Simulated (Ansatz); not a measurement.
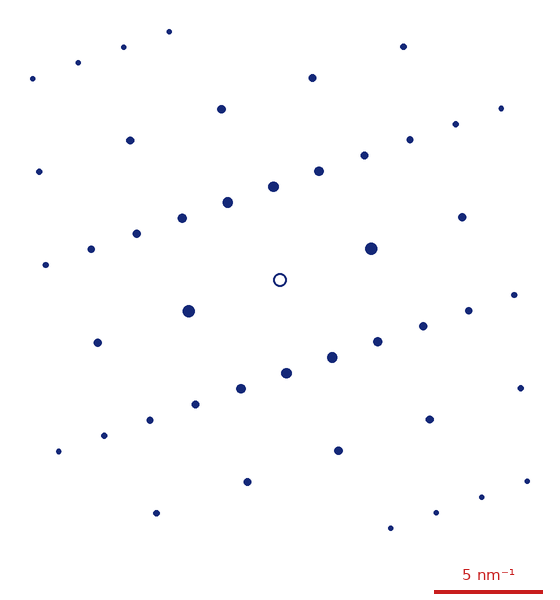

The pattern is a kinematic simulation for 300 kV electrons (no multiple scattering; isotropic B = 0.3 Å²).

Phase: Mo, space group Fddd (No. 70), a = 2.65 Å, b = 5.43 Å, c = 8.94 Å. Structure: the input geometry of an electronic-structure calculation (not necessarily at equilibrium); the starting structure was generated, so it need not be a known form of this composition.

### Measure the pattern against the scale bar and name the zone.

The spots form a centred rectangular net whose two shortest vectors correspond to d = 4.47 Å and 2.30 Å, 75.1° apart. They index as 0 0 2 (itself extinct) and 1 -1 1, so the zone axis is [110] (or an equivalent direction of <110>).

### Which reflections of this zone are missing, and why?

The lattice centring (F) removes all reflections that break h + k = 2n, h + l = 2n; a glide plane extinguishes reflections such as 0 0 2, 0 0 6, 0 0 10; reflections such as 2 -2 -2, 2 -2 2, 2 -2 -6 are allowed by the space group but vanish because the atoms sit on special positions. In a thicker crystal double diffraction can put intensity into those places emptied by glide planes or screw axes that lie on the net of the visible spots, but never into those emptied by centring.
